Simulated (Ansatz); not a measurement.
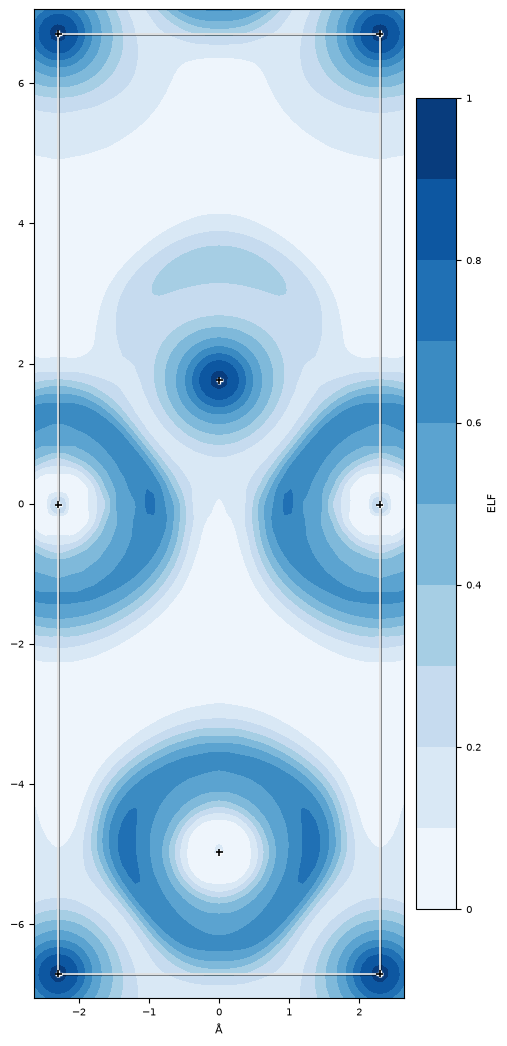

The ELF on a plane through atoms (crosses mark nuclei in the plane).

Method: DFT PBEsol, scalar-relativistic, plane waves, PAW (Ansatz 0.2.0).

Candidates:
A. CdTe (interface cell), a = 4.59 Å, b = 4.59 Å, c = 13.41 Å, α = 90.00°, β = 90.00°, γ = 90.00°. 
B. P, a = 3.31 Å, b = 10.60 Å, c = 4.33 Å, α = 90.00°, β = 90.00°, γ = 90.00°. Space group Cmce; changed on purpose from its base cell (volume × 1.06, shape and atoms relaxed).

Which system is this?

Candidate A: CdTe on the (100) plane of the calculation cell, which holds Cd and Te. Cd–Te (2.88 Å): the ELF peaks at about 0.70 between the atoms.
